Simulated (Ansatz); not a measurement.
System GaP (space group Fm-3m, No. 225); source of the atomic positions: the input geometry of an electronic-structure calculation (not necessarily at equilibrium); the starting structure was generated, so it need not be a known form of this composition.

```
Ga P
1.0
     5.11707    0.00000    0.00000
     0.00000    5.11707    0.00000
     0.00000    0.00000    5.11707
Ga P
4 4
Direct
  0.00000 0.00000 0.00000
  0.00000 0.50000 0.50000
  0.50000 0.00000 0.50000
  0.50000 0.50000 0.00000
  0.50000 0.00000 0.00000
  0.50000 0.50000 0.50000
  0.00000 0.00000 0.50000
  0.00000 0.50000 0.00000
```

Describe the stacking along [111], with columns A (0, 0), B (1/3, 2/3), C (2/3, 1/3) of the hexagonal mesh spanned by (a − b)/2 and (b − c)/2.

Ga(A) – P(C) – Ga(B) – P(A) – Ga(C) – P(B) (six layers in 8.86 Å).

P layers alone: CAB, the cubic close-packed type.

Ga: three octahedral sites in each hexagonal cell.

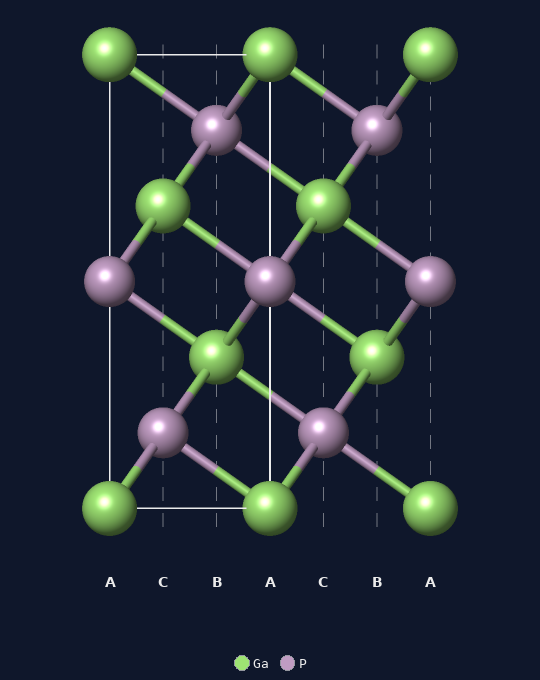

Projection along an edge of the hexagonal mesh, stacking direction [111] upwards. The dashed lines mark the three columns A (0, 0), B (1/3, 2/3) and C (2/3, 1/3). The box is the hexagonal cell of the face-centred cubic lattice. The sequence starts with the first layer at or above the cell's origin.
